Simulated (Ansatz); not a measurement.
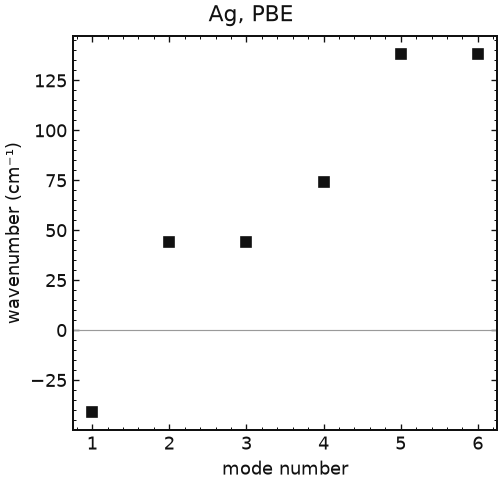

Zone-centre optical phonon frequencies (the three acoustic modes are left out) for Ag, space group P6_422 (No. 181). Imaginary frequencies are drawn as negative.

One mode is imaginary, the softest at 41.0i cm⁻¹, so the structure is dynamically unstable. The highest mode lies at 138.0 cm⁻¹. The optical modes lie at 41.0i, 44.0 (×2), 73.9, 138.0 (×2) cm⁻¹.

Calculation (Ansatz 0.2.0): harmonic phonon frequencies at the zone centre with atoms at rest in the given cell, without the long-range term of polar modes, the three translations left out, imaginary frequencies are negative; plane waves with PAW datasets, Γ-centred k mesh. Level: PBE, no spin polarisation.

| setting | value |
| --- | --- |
| wave cutoff | 420 eV |
| k mesh | 18×18×6 |
| occupations | Fermi–Dirac |
| smearing width | 0.15 eV |
| pressure | 0 GPa |
| phonon method | linear response |

Starting cell:
```cif
data_structure
_symmetry_space_group_name_H-M 'P 1'
_symmetry_Int_Tables_number 1
_cell_length_a 2.9072
_cell_length_b 2.9072
_cell_length_c 7.4364
_cell_angle_alpha 90.000
_cell_angle_beta 90.000
_cell_angle_gamma 120.000
_cell_volume 54.43
loop_
_atom_site_label
_atom_site_type_symbol
_atom_site_fract_x
_atom_site_fract_y
_atom_site_fract_z
_atom_site_occupancy
Ag1 Ag 0.50000 0.00000 0.00000 1
Ag2 Ag 0.00000 0.50000 0.33333 1
Ag3 Ag 0.50000 0.50000 0.66667 1
```

Keep in mind: metal sensitive to the k mesh.

Input of the run:
```
crystal:
  lattice:
    - [2.9071509575, 0.0, 0.0]
    - [-1.4535754787, 2.5176665818, 0.0]
    - [0.0, 0.0, 7.4364389254]
  atoms:
    - { symbol: Ag, position: [0.5, 0.0, 0.0] }
    - { symbol: Ag, position: [0.0, 0.5, 0.3333333333] }
    - { symbol: Ag, position: [0.5, 0.5, 0.6666666667] }
basis:
  ecutwfc: 420
kpoints:
  mp_grid: { grid: [18, 18, 6] }
hamiltonian:
  xc: pbe
scf:
  occupations: { method: fermi_dirac, width: 0.15 }
output:
  eigenvalues: true
phonons:
  method: dfpt
  eigenvectors: true
```

Run as:
```bash
ansatz run input.yaml --threads 1 --pin off --max-ram 2560MiB --backend cpu --events-out ev --progress --plain --runs-dir out
```
